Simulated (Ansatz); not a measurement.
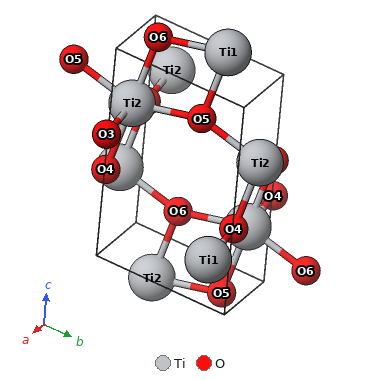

The system is TiO₂ (I4_1/amd, No. 141; 6 atoms in the cell); the picture shows the reference structure. The energy is mapped over a free internal coordinate and the cell. The first coordinate is: shift of O3 along [0 0 1] of the conventional cell, Cartesian (0.0075 0 1), its symmetry partners moved as symmetry demands (measured in the relaxed cell); the second: volume per atom at fixed shape. Nothing is relaxed (all other coordinates fixed). Grid: 11 × 11 points. Points are written as (first, second). All energies are given in meV/atom relative to the lowest grid point. These are results of DFT PBE+U, scalar-relativistic, plane waves, PAW in Ansatz, not measurements. Settings: cutoff 520 eV, k-mesh 6×6×6, gaussian smearing 0.05 eV, U_eff Ti 4 eV, no spin polarisation.

Its coordinates:

```xyz
6
Lattice="2.6993 -2.6993 -0.0201 2.6993 2.6993 -0.0201 -2.6626 0.0000 4.9099" Properties=species:S:1:pos:R:3 pbc="T T T"
Ti    2.0336    2.0245    1.2073
Ti    0.7023   -2.0245    3.6623
O    -0.6506   -0.6748    3.2345
O     3.3865    0.6748    1.6351
O     2.0551   -0.6748    4.0900
O     0.6807    0.6748    0.7795
```

Range: shift of O3 along [0 0 1] of the conventional cell, Cartesian (0.0075 0 1), its symmetry partners moved as symmetry demands (measured in the relaxed cell) from −0.15 to 0.15 Å; volume per atom at fixed shape from 10.926 to 12.827 Å³.

Q: What landscape does the calculation give?

A: The lowest grid point is at (0.00 Å, 11.876 Å³). No other kind of well shows on this grid. The highest grid point, (−0.15 Å, 10.926 Å³), lies 280 meV/atom above the lowest. Round the minimum the valley is somewhat tilted: raising the first coordinate shifts the best value of volume per atom at fixed shape downwards (coupling k₁₂/√(k₁₁k₂₂) about 0.3). The gap on the k-mesh is 2.7 eV at the lowest point and runs from 1.8 to 3.0 eV over the map.

| second ↓, first → | −0.15 | −0.12 | −0.09 | −0.06 | −0.03 | 0.00 | 0.03 | 0.06 | 0.09 | 0.12 | 0.15 |
| --- | --- | --- | --- | --- | --- | --- | --- | --- | --- | --- | --- |
| 12.827 | 119 | 81 | 56 | 42 | 38 | 42 | 53 | 70 | 92 | 119 | 149 |
| 12.637 | 117 | 76 | 48 | 31 | 25 | 27 | 37 | 53 | 75 | 101 | 131 |
| 12.447 | 118 | 73 | 42 | 23 | 15 | 16 | 24 | 39 | 60 | 86 | 116 |
| 12.257 | 122 | 74 | 40 | 19 | 8 | 7 | 14 | 28 | 49 | 74 | 103 |
| 12.066 | 131 | 78 | 41 | 17 | 5 | 2 | 8 | 21 | 40 | 64 | 93 |
| 11.876 | 143 | 87 | 46 | 20 | 5 | 0 | 4 | 16 | 34 | 58 | 87 |
| 11.686 | 160 | 100 | 56 | 26 | 9 | 2 | 5 | 15 | 32 | 56 | 84 |
| 11.496 | 182 | 117 | 70 | 37 | 17 | 8 | 9 | 18 | 35 | 57 | 84 |
| 11.306 | 209 | 140 | 88 | 52 | 30 | 19 | 18 | 26 | 41 | 63 | 90 |
| 11.116 | 241 | 168 | 112 | 73 | 48 | 34 | 32 | 38 | 52 | 73 | 99 |
| 10.926 | 280 | 202 | 142 | 99 | 71 | 55 | 51 | 55 | 68 | 88 | 114 |

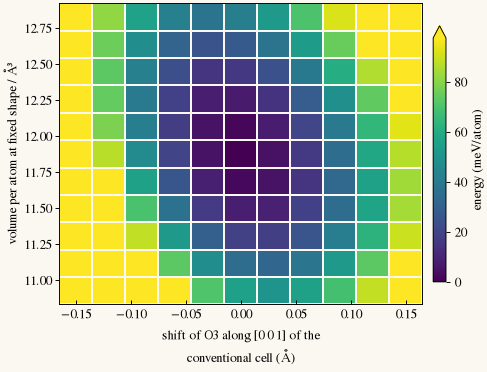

In the figure: one coloured cell a grid point, one colour for all values above the top of the scale.

Each point was launched as `ansatz run input.yaml --threads 4 --pin off --max-ram 8192MiB --backend cpu --events-out ev --progress --plain --runs-dir out`. The whole map (121 points run) took 17 min on 4 threads of Arm Neoverse N1, on a shared host.

PAW datasets: the set soft_1.
